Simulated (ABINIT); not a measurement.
## Single-point calculation of SnO (part 3 of 3)

The same run, continued: SnO (P1, 4 atoms in the cell); Kohn-Sham DFT of a periodic cell, BLYP, JTH PAW PBE v2.0, no spin polarisation (ABINIT 10.8.3); cutoff 625.86 eV, 4×4×4 k-mesh, methfessel-paxton of 0.1 eV. The structure derives from a Materials Project entry.

Geometry of the input (Å; fractional positions):
```
3.8137  0.0000  0.0000
0.0000  3.8137  0.0000
0.0000  0.0000  4.8869
Sn 0.5092  -0.0043  0.7698
Sn 0.0032  0.5008  0.2249
O  0.0068  0.0034  -0.0019
O  0.4936  0.4956  -0.0016
```

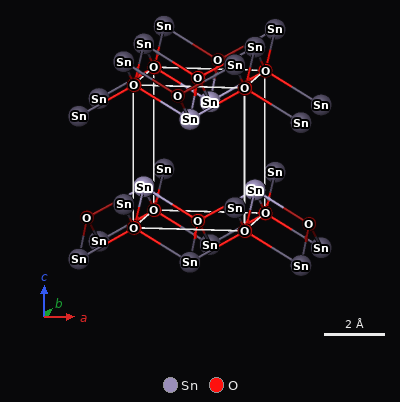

Figure 1. The structure (ball-and-stick view of the cell of the calculation, seen slightly off an axis; neighbours outside the cell are drawn fainter). An atom can appear more than once, as a periodic image.

## Log, continued
```
   2.00000    2.00000    2.00000    2.00000    2.00000    2.00000    2.00000    2.00000
   2.00000    2.00000    2.00000    2.00000    0.00000    0.00000    0.00000    0.00000
 kpt#  14, nband= 24, wtk=  0.03125, kpt= -0.2500  0.0000  0.2500 (reduced coord)
  -0.57560   -0.56373   -0.55837   -0.55771   -0.55716   -0.55707   -0.55560   -0.55476
  -0.55409   -0.55392   -0.49462   -0.42493   -0.07583   -0.00348    0.01335    0.01980
   0.08234    0.08997    0.11632    0.20190    0.31536    0.34442    0.39229    0.43592
      occupation numbers for kpt#  14
   2.00000    2.00000    2.00000    2.00000    2.00000    2.00000    2.00000    2.00000
   2.00000    2.00000    2.00000    2.00000    2.00000    2.00000    2.00000    2.00000
   2.00000    2.00000    2.00000    2.00000    0.00000    0.00000    0.00000    0.00000
 kpt#  15, nband= 24, wtk=  0.03125, kpt=  0.0000  0.2500  0.2500 (reduced coord)
  -0.57560   -0.56378   -0.55836   -0.55765   -0.55722   -0.55698   -0.55561   -0.55486
  -0.55412   -0.55385   -0.49460   -0.42496   -0.07538   -0.00425    0.01324    0.02001
   0.08212    0.09000    0.11670    0.20277    0.31514    0.34325    0.39275    0.44083
      occupation numbers for kpt#  15
   2.00000    2.00000    2.00000    2.00000    2.00000    2.00000    2.00000    2.00000
   2.00000    2.00000    2.00000    2.00000    2.00000    2.00000    2.00000    2.00000
   2.00000    2.00000    2.00000    2.00000    0.00000    0.00000    0.00000    0.00000
 kpt#  16, nband= 24, wtk=  0.03125, kpt=  0.2500  0.2500  0.2500 (reduced coord)
  -0.57495   -0.56736   -0.55795   -0.55759   -0.55722   -0.55668   -0.55506   -0.55457
  -0.55401   -0.55376   -0.48116   -0.43133   -0.08380   -0.03499   -0.00405    0.05537
   0.06370    0.11779    0.12339    0.19255    0.32195    0.33007    0.37154    0.42911
      occupation numbers for kpt#  16
   2.00000    2.00000    2.00000    2.00000    2.00000    2.00000    2.00000    2.00000
   2.00000    2.00000    2.00000    2.00000    2.00000    2.00000    2.00000    2.00000
   2.00000    2.00000    2.00000    2.00000    0.00000    0.00000    0.00000    0.00000
 kpt#  17, nband= 24, wtk=  0.03125, kpt=  0.5000  0.2500  0.2500 (reduced coord)
  -0.57291   -0.57243   -0.55765   -0.55747   -0.55672   -0.55661   -0.55442   -0.55420
  -0.55385   -0.55350   -0.45457   -0.45150   -0.08233   -0.07694    0.02524    0.02718
   0.10023    0.10457    0.15302    0.15580    0.31498    0.31827    0.40186    0.40666
      occupation numbers for kpt#  17
   2.00000    2.00000    2.00000    2.00000    2.00000    2.00000    2.00000    2.00000
   2.00000    2.00000    2.00000    2.00000    2.00000    2.00000    2.00000    2.00000
   2.00000    2.00000    2.00000    2.00000    0.00000    0.00000    0.00000    0.00000
 kpt#  18, nband= 24, wtk=  0.03125, kpt= -0.2500  0.2500  0.2500 (reduced coord)
  -0.57491   -0.56745   -0.55795   -0.55766   -0.55723   -0.55661   -0.55504   -0.55460
  -0.55395   -0.55376   -0.48121   -0.43128   -0.08502   -0.03337   -0.00398    0.05645
   0.06281    0.11815    0.12372    0.18972    0.32517    0.32946    0.36984    0.42579
      occupation numbers for kpt#  18
   2.00000    2.00000    2.00000    2.00000    2.00000    2.00000    2.00000    2.00000
   2.00000    2.00000    2.00000    2.00000    2.00000    2.00000    2.00000    2.00000
   2.00000    2.00000    2.00000    2.00000    0.00000    0.00000    0.00000    0.00000
 kpt#  19, nband= 24, wtk=  0.03125, kpt=  0.0000  0.5000  0.2500 (reduced coord)
  -0.57216   -0.57161   -0.55817   -0.55803   -0.55679   -0.55674   -0.55442   -0.55435
  -0.55427   -0.55384   -0.45852   -0.45653   -0.04974   -0.04584    0.03683    0.03825
   0.04800    0.05146    0.15486    0.15671    0.33846    0.34175    0.44348    0.44613
      occupation numbers for kpt#  19
   2.00000    2.00000    2.00000    2.00000    2.00000    2.00000    2.00000    2.00000
   2.00000    2.00000    2.00000    2.00000    2.00000    2.00000    2.00000    2.00000
   2.00000    2.00000    2.00000    2.00000    0.00000    0.00000    0.00000    0.00000
 kpt#  20, nband= 24, wtk=  0.03125, kpt=  0.2500  0.5000  0.2500 (reduced coord)
  -0.57283   -0.57245   -0.55770   -0.55754   -0.55660   -0.55656   -0.55437   -0.55414
  -0.55390   -0.55371   -0.45377   -0.45228   -0.08091   -0.07790    0.02528    0.02632
   0.10148    0.10396    0.15300    0.15475    0.31580    0.31842    0.40440    0.40792
      occupation numbers for kpt#  20
   2.00000    2.00000    2.00000    2.00000    2.00000    2.00000    2.00000    2.00000
   2.00000    2.00000    2.00000    2.00000    2.00000    2.00000    2.00000    2.00000
   2.00000    2.00000    2.00000    2.00000    0.00000    0.00000    0.00000    0.00000
 kpt#  21, nband= 24, wtk=  0.03125, kpt=  0.5000  0.5000  0.2500 (reduced coord)
  -0.57371   -0.57364   -0.55754   -0.55712   -0.55625   -0.55588   -0.55391   -0.55385
  -0.55376   -0.55336   -0.44845   -0.44826   -0.10586   -0.10493    0.03400    0.03410
   0.13335    0.13373    0.15058    0.15165    0.28068    0.28076    0.42482    0.42763
      occupation numbers for kpt#  21
   2.00000    2.00000    2.00000    2.00000    2.00000    2.00000    2.00000    2.00000
   2.00000    2.00000    2.00000    2.00000    2.00000    2.00000    2.00000    2.00000
   2.00000    2.00000    2.00000    2.00000    0.00000    0.00000    0.00000    0.00000
 kpt#  22, nband= 24, wtk=  0.03125, kpt= -0.2500  0.5000  0.2500 (reduced coord)
  -0.57288   -0.57248   -0.55761   -0.55747   -0.55673   -0.55660   -0.55440   -0.55433
  -0.55380   -0.55345   -0.45379   -0.45230   -0.08115   -0.07804    0.02571    0.02683
   0.10093    0.10358    0.15346    0.15575    0.31503    0.31803    0.40170    0.40517
      occupation numbers for kpt#  22
   2.00000    2.00000    2.00000    2.00000    2.00000    2.00000    2.00000    2.00000
   2.00000    2.00000    2.00000    2.00000    2.00000    2.00000    2.00000    2.00000
   2.00000    2.00000    2.00000    2.00000    0.00000    0.00000    0.00000    0.00000
 kpt#  23, nband= 24, wtk=  0.03125, kpt=  0.0000 -0.2500  0.2500 (reduced coord)
  -0.57562   -0.56382   -0.55830   -0.55762   -0.55724   -0.55700   -0.55560   -0.55490
  -0.55409   -0.55383   -0.49459   -0.42497   -0.07440   -0.00715    0.01319    0.02080
   0.08245    0.09011    0.11704    0.20553    0.31387    0.34161    0.39344    0.43619
      occupation numbers for kpt#  23
   2.00000    2.00000    2.00000    2.00000    2.00000    2.00000    2.00000    2.00000
   2.00000    2.00000    2.00000    2.00000    2.00000    2.00000    2.00000    2.00000
   2.00000    2.00000    2.00000    2.00000    0.00000    0.00000    0.00000    0.00000
 kpt#  24, nband= 24, wtk=  0.03125, kpt=  0.2500 -0.2500  0.2500 (reduced coord)
  -0.57492   -0.56736   -0.55792   -0.55761   -0.55722   -0.55671   -0.55506   -0.55455
  -0.55400   -0.55382   -0.48118   -0.43128   -0.08342   -0.03587   -0.00400    0.05507
   0.06419    0.11722    0.12371    0.19415    0.32029    0.33019    0.37228    0.43077
      occupation numbers for kpt#  24
   2.00000    2.00000    2.00000    2.00000    2.00000    2.00000    2.00000    2.00000
   2.00000    2.00000    2.00000    2.00000    2.00000    2.00000    2.00000    2.00000
   2.00000    2.00000    2.00000    2.00000    0.00000    0.00000    0.00000    0.00000
 kpt#  25, nband= 24, wtk=  0.03125, kpt=  0.5000 -0.2500  0.2500 (reduced coord)
  -0.57288   -0.57241   -0.55770   -0.55751   -0.55666   -0.55657   -0.55439   -0.55415
  -0.55391   -0.55360   -0.45456   -0.45149   -0.08221   -0.07682    0.02497    0.02694
   0.10052    0.10478    0.15261    0.15530    0.31547    0.31885    0.40322    0.40780
      occupation numbers for kpt#  25
   2.00000    2.00000    2.00000    2.00000    2.00000    2.00000    2.00000    2.00000
   2.00000    2.00000    2.00000    2.00000    2.00000    2.00000    2.00000    2.00000
   2.00000    2.00000    2.00000    2.00000    0.00000    0.00000    0.00000    0.00000
 kpt#  26, nband= 24, wtk=  0.03125, kpt= -0.2500 -0.2500  0.2500 (reduced coord)
  -0.57495   -0.56737   -0.55795   -0.55761   -0.55723   -0.55666   -0.55504   -0.55461
  -0.55399   -0.55374   -0.48117   -0.43133   -0.08419   -0.03448   -0.00389    0.05593
   0.06316    0.11790    0.12340    0.19147    0.32339    0.32981    0.37092    0.42731
      occupation numbers for kpt#  26
   2.00000    2.00000    2.00000    2.00000    2.00000    2.00000    2.00000    2.00000
   2.00000    2.00000    2.00000    2.00000    2.00000    2.00000    2.00000    2.00000
   2.00000    2.00000    2.00000    2.00000    0.00000    0.00000    0.00000    0.00000
 kpt#  27, nband= 24, wtk=  0.01563, kpt=  0.0000  0.0000  0.5000 (reduced coord)
  -0.57655   -0.55872   -0.55786   -0.55767   -0.55640   -0.55625   -0.55590   -0.55503
  -0.55478   -0.55470   -0.51259   -0.41312   -0.09868    0.00092    0.00121    0.10058
   0.10754    0.10824    0.11235    0.15601    0.29022    0.35172    0.35203    0.36959
      occupation numbers for kpt#  27
   2.00000    2.00000    2.00000    2.00000    2.00000    2.00000    2.00000    2.00000
   2.00000    2.00000    2.00000    2.00000    2.00000    2.00000    2.00000    2.00000
   2.00000    2.00000    2.00000    2.00000    0.00000    0.00000    0.00000    0.00000
 kpt#  28, nband= 24, wtk=  0.03125, kpt=  0.2500  0.0000  0.5000 (reduced coord)
  -0.57553   -0.56416   -0.55822   -0.55751   -0.55737   -0.55721   -0.55525   -0.55452
  -0.55424   -0.55408   -0.49404   -0.42482   -0.08699   -0.00023    0.01469    0.02106
   0.08222    0.08994    0.16037    0.17056    0.29189    0.33574    0.37511    0.44701
      occupation numbers for kpt#  28
   2.00000    2.00000    2.00000    2.00000    2.00000    2.00000    2.00000    2.00000
   2.00000    2.00000    2.00000    2.00000    2.00000    2.00000    2.00000    2.00000
   2.00000    2.00000    2.00000    2.00000    0.00000    0.00000    0.00000    0.00000
 kpt#  29, nband= 24, wtk=  0.01563, kpt=  0.5000  0.0000  0.5000 (reduced coord)
  -0.57243   -0.57174   -0.55857   -0.55836   -0.55679   -0.55668   -0.55422   -0.55407
  -0.55382   -0.55372   -0.45916   -0.45504   -0.05309   -0.04678    0.02992    0.03247
   0.04696    0.05338    0.16777    0.17235    0.32908    0.33101    0.43779    0.43922
      occupation numbers for kpt#  29
   2.00000    2.00000    2.00000    2.00000    2.00000    2.00000    2.00000    2.00000
   2.00000    2.00000    2.00000    2.00000    2.00000    2.00000    2.00000    2.00000
   2.00000    2.00000    2.00000    2.00000    0.00000    0.00000    0.00000    0.00000
 kpt#  30, nband= 24, wtk=  0.03125, kpt=  0.0000  0.2500  0.5000 (reduced coord)
  -0.57553   -0.56419   -0.55823   -0.55756   -0.55730   -0.55714   -0.55526   -0.55451
  -0.55434   -0.55403   -0.49402   -0.42485   -0.08687   -0.00024    0.01471    0.02129
   0.08188    0.08989    0.16049    0.17057    0.29181    0.33544    0.37546    0.44683
      occupation numbers for kpt#  30
   2.00000    2.00000    2.00000    2.00000    2.00000    2.00000    2.00000    2.00000
   2.00000    2.00000    2.00000    2.00000    2.00000    2.00000    2.00000    2.00000
   2.00000    2.00000    2.00000    2.00000    0.00000    0.00000    0.00000    0.00000
 kpt#  31, nband= 24, wtk=  0.03125, kpt=  0.2500  0.2500  0.5000 (reduced coord)
  -0.57484   -0.56745   -0.55788   -0.55759   -0.55719   -0.55655   -0.55493   -0.55462
  -0.55431   -0.55402   -0.48050   -0.43108   -0.08852   -0.02654   -0.01719    0.05755
   0.05906    0.12341    0.16023    0.16254    0.29933    0.34301    0.36803    0.44124
      occupation numbers for kpt#  31
   2.00000    2.00000    2.00000    2.00000    2.00000    2.00000    2.00000    2.00000
   2.00000    2.00000    2.00000    2.00000    2.00000    2.00000    2.00000    2.00000
   2.00000    2.00000    2.00000    2.00000    0.00000    0.00000    0.00000    0.00000
 kpt#  32, nband= 24, wtk=  0.03125, kpt=  0.5000  0.2500  0.5000 (reduced coord)
  -0.57278   -0.57231   -0.55785   -0.55762   -0.55658   -0.55643   -0.55446   -0.55428
  -0.55411   -0.55368   -0.45401   -0.45095   -0.08099   -0.07573    0.01605    0.01772
   0.10220    0.10624    0.15560    0.15972    0.33897    0.34303    0.37517    0.37861
      occupation numbers for kpt#  32
   2.00000    2.00000    2.00000    2.00000    2.00000    2.00000    2.00000    2.00000
   2.00000    2.00000    2.00000    2.00000    2.00000    2.00000    2.00000    2.00000
   2.00000    2.00000    2.00000    2.00000    0.00000    0.00000    0.00000    0.00000
 kpt#  33, nband= 24, wtk=  0.03125, kpt= -0.2500  0.2500  0.5000 (reduced coord)
  -0.57481   -0.56750   -0.55792   -0.55759   -0.55717   -0.55654   -0.55492   -0.55460
  -0.55432   -0.55402   -0.48053   -0.43103   -0.08869   -0.02657   -0.01714    0.05720
   0.05953    0.12378    0.15892    0.16372    0.29921    0.34300    0.36749    0.44144
      occupation numbers for kpt#  33
   2.00000    2.00000    2.00000    2.00000    2.00000    2.00000    2.00000    2.00000
   2.00000    2.00000    2.00000    2.00000    2.00000    2.00000    2.00000    2.00000
   2.00000    2.00000    2.00000    2.00000    0.00000    0.00000    0.00000    0.00000
 kpt#  34, nband= 24, wtk=  0.01563, kpt=  0.0000  0.5000  0.5000 (reduced coord)
  -0.57238   -0.57182   -0.55853   -0.55840   -0.55674   -0.55666   -0.55423   -0.55410
  -0.55391   -0.55368   -0.45810   -0.45612   -0.05129   -0.04809    0.03017    0.03173
   0.04841    0.05196    0.16861    0.17167    0.32926    0.33048    0.43778    0.43878
      occupation numbers for kpt#  34
   2.00000    2.00000    2.00000    2.00000    2.00000    2.00000    2.00000    2.00000
   2.00000    2.00000    2.00000    2.00000    2.00000    2.00000    2.00000    2.00000
   2.00000    2.00000    2.00000    2.00000    0.00000    0.00000    0.00000    0.00000
 kpt#  35, nband= 24, wtk=  0.03125, kpt=  0.2500  0.5000  0.5000 (reduced coord)
  -0.57274   -0.57236   -0.55782   -0.55764   -0.55655   -0.55642   -0.55443   -0.55435
  -0.55412   -0.55368   -0.45322   -0.45174   -0.07974   -0.07682    0.01649    0.01716
   0.10301    0.10538    0.15637    0.15904    0.33957    0.34202    0.37565    0.37832
      occupation numbers for kpt#  35
   2.00000    2.00000    2.00000    2.00000    2.00000    2.00000    2.00000    2.00000
   2.00000    2.00000    2.00000    2.00000    2.00000    2.00000    2.00000    2.00000
   2.00000    2.00000    2.00000    2.00000    0.00000    0.00000    0.00000    0.00000
 kpt#  36, nband= 24, wtk=  0.01563, kpt=  0.5000  0.5000  0.5000 (reduced coord)
  -0.57331   -0.57324   -0.55736   -0.55690   -0.55625   -0.55588   -0.55459   -0.55453
  -0.55400   -0.55352   -0.44777   -0.44758   -0.10421   -0.10326    0.02775    0.02785
   0.13334    0.13373    0.13896    0.14000    0.33195    0.33207    0.37925    0.38040
      occupation numbers for kpt#  36
   2.00000    2.00000    2.00000    2.00000    2.00000    2.00000    2.00000    2.00000
   2.00000    2.00000    2.00000    2.00000    2.00000    2.00000    2.00000    2.00000
   2.00000    2.00000    2.00000    2.00000    0.00000    0.00000    0.00000    0.00000
 Total charge density [el/Bohr^3]
)     Maximum=    4.3950E+00  at reduced coord.    0.5111    0.0000    0.7667
)Next maximum=    4.3225E+00  at reduced coord.    0.0000    0.5111    0.2167
)     Minimum=    2.4310E-03  at reduced coord.    0.5111    0.0000    0.2333
)Next minimum=    2.4320E-03  at reduced coord.    0.5111    0.0000    0.2500
   Integrated=    4.0000E+01

--- !EnergyTerms
iteration_state     : {dtset: 1, }
comment             : Components of total free energy in Hartree
kinetic             :  3.89481868627895E+01
hartree             :  6.47841072235635E+01
xc                  : -1.95241573984435E+01
Ewald energy        : -1.15889918335909E+02
psp_core            :  5.05590359665293E+00
local_psp           : -1.78544057345803E+02
PAW spherical_terms :  3.35975661810038E+01
internal            : -1.71572369216146E+02
'-kT*entropy'       :  6.66693877787698E-06
total_energy        : -1.71572362549207E+02
total_energy_eV     : -4.66872182646195E+03
...

--- !EnergyTermsDC
iteration_state     : {dtset: 1, }
comment             : '"Double-counting" decomposition of free energy'
band_energy         : -1.21495817646519E+01
Ewald energy        : -1.15889918335909E+02
psp_core            :  5.05590359665293E+00
xc_dc               : -6.76710708251625E+01
PAW spherical_terms :  1.90822965719855E+01
internal            : -1.71572370757085E+02
'-kT*entropy'       :  6.66693877787698E-06
total_energy_dc     : -1.71572364090146E+02
total_energy_dc_eV  : -4.66872186839304E+03
...

--- !EnergyTermsWithPAWCore
iteration_state     : {dtset: 1, }
comment             : 'Components of total free energy, including PAW core contributions'
Total energy        : -1.25065651656938E+04
Total energy DC     : -1.25065651672348E+04
Total energy (eV)   : -3.40320975334227E+05
Total energy DC (eV): -3.40320975376158E+05
...

 Cartesian components of stress tensor (hartree/bohr^3)
  sigma(1 1)= -3.58934028E-04  sigma(3 2)= -3.16970004E-07
  sigma(2 2)= -3.55562986E-04  sigma(3 1)=  6.00149124E-06
  sigma(3 3)= -3.37642092E-04  sigma(2 1)= -1.12761041E-06

-Cartesian components of stress tensor (GPa)         [Pressure=  1.0318E+01 GPa]
- sigma(1 1)= -1.05602037E+01  sigma(3 2)= -9.32557948E-03
- sigma(2 2)= -1.04610242E+01  sigma(3 1)=  1.76569968E-01
- sigma(3 3)= -9.93377330E+00  sigma(2 1)= -3.31754438E-02

== END DATASET(S) ==============================================================
================================================================================

 -outvars: echo values of variables after computation  --------
            acell      1.8897261259E+00  1.8897261259E+00  1.8897261259E+00 Bohr
           etotal     -1.7157236409E+02
            fcart     -2.4440123321E-03  6.5778088181E-04 -2.4696684793E-02
                      -1.7384824715E-03 -1.9900047638E-05  2.6462353589E-02
                      -3.8109669878E-03 -3.6220421893E-03 -5.8377563431E-04
                       7.9934617914E-03  2.9841613551E-03 -1.1818931617E-03
            rprim      3.8136952200E+00  0.0000000000E+00  0.0000000000E+00
                       0.0000000000E+00  3.8136952200E+00  0.0000000000E+00
                       0.0000000000E+00  0.0000000000E+00  4.8869133000E+00
           strten     -3.5893402849E-04 -3.5556298635E-04 -3.3764209174E-04
                      -3.1697000400E-07  6.0014912389E-06 -1.1276104138E-06
           xangst      1.9418764006E+00 -1.6505672912E-02  3.7617797033E+00
                       1.2177128837E-02  1.9097116951E+00  1.0990765750E+00
                       2.6108557476E-02  1.3145807423E-02 -9.3095698365E-03
                       1.8823026676E+00  1.8901779482E+00 -7.8874780662E-03
             xred      5.0918500000E-01 -4.3280000000E-03  7.6976600000E-01
                       3.1930000000E-03  5.0075100000E-01  2.2490200000E-01
                       6.8460000000E-03  3.4470000000E-03 -1.9050000000E-03
                       4.9356400000E-01  4.9562900000E-01 -1.6140000000E-03
 Calculation completed.
```

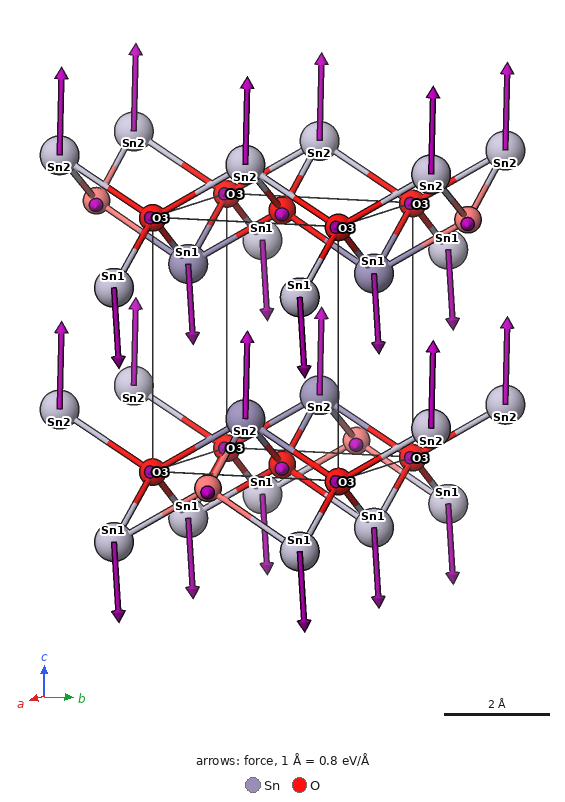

Figure 2. Forces on the atoms as pink arrows (ball-and-stick view of the cell of the calculation, seen slightly off an axis; neighbours outside the cell are drawn fainter; atoms are numbered from 1 in the order of the input). The largest act on Sn2 (1.36 eV/Å); Sn1 (1.28 eV/Å); O4 (0.44 eV/Å). The geometry is not a stationary point of this energy.
